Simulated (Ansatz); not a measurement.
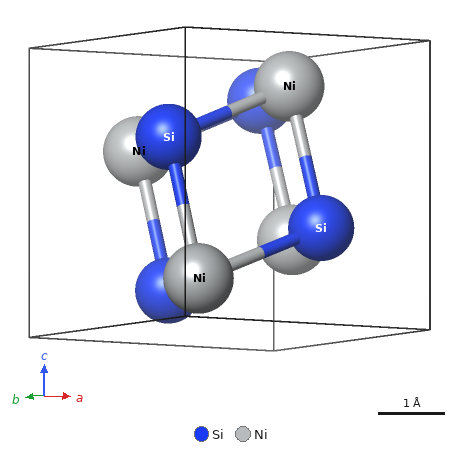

This is solid SiNi (set up in P2_13). A ball-and-stick model of the cell of the calculation, seen from a free direction.

All numbers below come from Ansatz, DFT r2SCAN, scalar-relativistic, plane waves, PAW. (plane-wave cutoff 500 eV; k-point mesh 8 × 8 × 8; occupations gaussian; smearing width 0.1 eV; no spin polarisation)

The variant: The volume is changed by +3.0 %. The atoms are relaxed in that cell.

**What does the calculation give for the changed structure?**

Energy change: +6.0 meV per atom. The pressure goes from 0.0 to −5.6 GPa. The volume changes by +3.0 %, with a = b = c 4.465 → 4.509 Å (+1.0 %). The largest moves relative to the cell, 0.006 Å, are those of Ni atoms. Largest moves by element: Ni 0.006 Å, Si 0.001 Å. Some distances before and after: Ni–Si 2.420 → 2.449 Å, Ni–Si 2.383 → 2.404 Å, Ni–Si 2.334 → 2.352 Å. The space group stays P2_13 (No. 198).

Limits of the set-up: an element that often carries a moment was run without spin polarisation.
